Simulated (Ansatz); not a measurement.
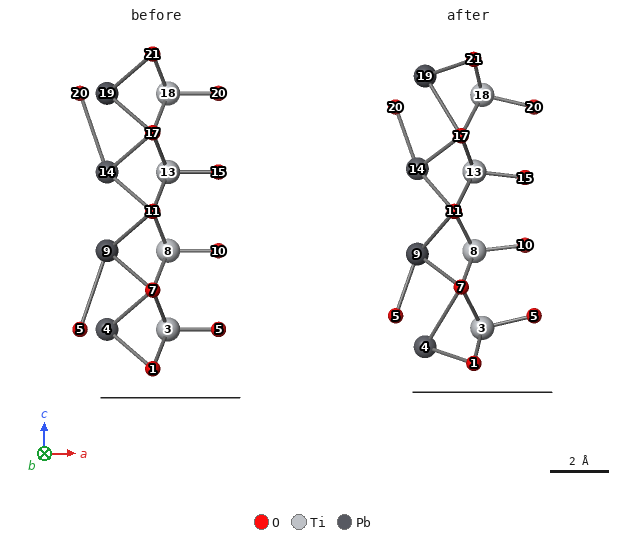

The structure of a slab of composition Ti2Pb2O7 (cut from the P4mm phase) before (left) and after (right) a relaxation, at one scale.

Style: ball-and-stick. Shown: the cell of the calculation, outlined in the plane, without the vacuum, along the b axis.

The slab is the (1 1 0) face of TiPbO3.

The calculation used DFT PBE, scalar-relativistic, plane waves, PAW in Ansatz 0.2.0. Set-up: plane-wave cutoff 420 eV; k-point mesh 6 × 5 × 1; occupations gaussian; smearing width 0.05 eV; no spin polarisation; dipole correction; atoms relaxed in a fixed cell; force threshold 0.02 eV/Å; at most 60 steps.

Question: Describe what moved and what it gained.

Answer: After 10 accepted moves (12 points after the start) the energy has fallen by 1.614 eV per cell of the calculation. Largest force component: 2.2 eV/Å at the start, 0.016 eV/Å at the end. The line search rejected the trial step at point 8 of the run. 1 step only repeated the SCF at the same geometry. The largest moves relative to the layer's centre, 0.63 Å, are those of Pb atoms. Largest moves by element: Pb 0.63 Å, O 0.49 Å, Ti 0.20 Å. The cell doesn't change. Some distances before and after: O–Pb 2.870 → 2.257 Å, O–Pb 2.484 → 2.767 Å, O–Pb 2.484 → 2.268 Å, O–Ti 1.992 → 1.815 Å. Bond angles that change, for instance: Pb–O–Pb 101.2° → 115.0°, Ti–O–Pb 99.7° → 113.2°, O–Pb–O 66.2° → 76.7°.
